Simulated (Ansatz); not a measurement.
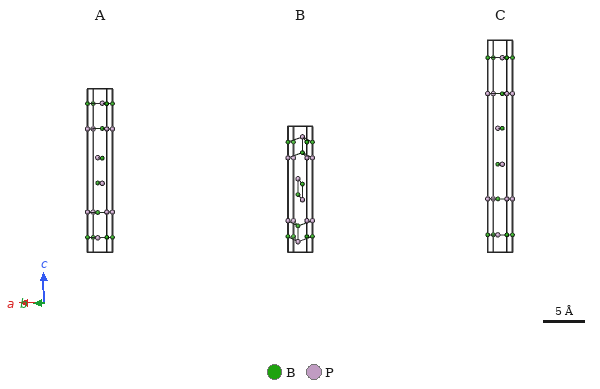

3 geometries from one relaxation of solid BP (a generated structure, set up in R-3m) (coarse preliminary run), in shuffled order. A ball-and-stick model of the conventional cell (3 times the calculation's cell), seen from a free direction. Lengths and directions refer to the drawn axes.

Level of theory: DFT PBE, scalar-relativistic, plane waves, PAW (Ansatz 0.2.0). Settings: plane-wave cutoff 420 eV; k-point mesh 6 × 6 × 6; occupations gaussian; smearing width 0.1 eV; no spin polarisation; cell and atoms relaxed; force threshold 0.04 eV/Å; at most 70 steps.

Order the frames from highest to lowest energy.

B, A, C. They are steps 0, 8, 25, at +417 meV per atom, +109 meV per atom relative to the last. The energy falls by 417 meV per atom in 21 accepted moves (25 points after the start). Largest force component: 2.4 eV/Å at the start, 0.00024 eV/Å at the end. Pressure: 18.65 GPa at the start and 0.03 GPa at the end. The line search rejected the trial step at point 19 of the run. The SCF was repeated 3 times at an unchanged geometry on a basis and grid sized afresh for the cell, which shifted the energy by 37.1 meV per atom at most. The largest moves relative to the cell, 1.13 Å, are those of B atoms. By element the largest moves are B 1.13 Å, P 0.04 Å. The drawn cell changes as follows: a = b 3.180 → 3.215 Å (+1.1 %), c 15.577 → 26.220 Å (+68.3 %); the volume changes by +72.1 %. Some distances before and after: B–B 2.248 → 4.823 Å, B–P 1.947 → 4.453 Å, B–P 1.947 → 1.856 Å. Bonds break: B–P (1.95 → 4.45 Å). Among the angles between lasting bonds that change: B–P–B 109.5° → 120.0°, P–B–P 109.5° → 120.0°. The space group stays R-3m (No. 166). The run took 65 s on 1 thread of Intel(R) Xeon(R) Platinum 8259CL CPU @ 2.50GHz (Skylake/Cascade Lake), on a shared host, peak memory 0.49 GiB.
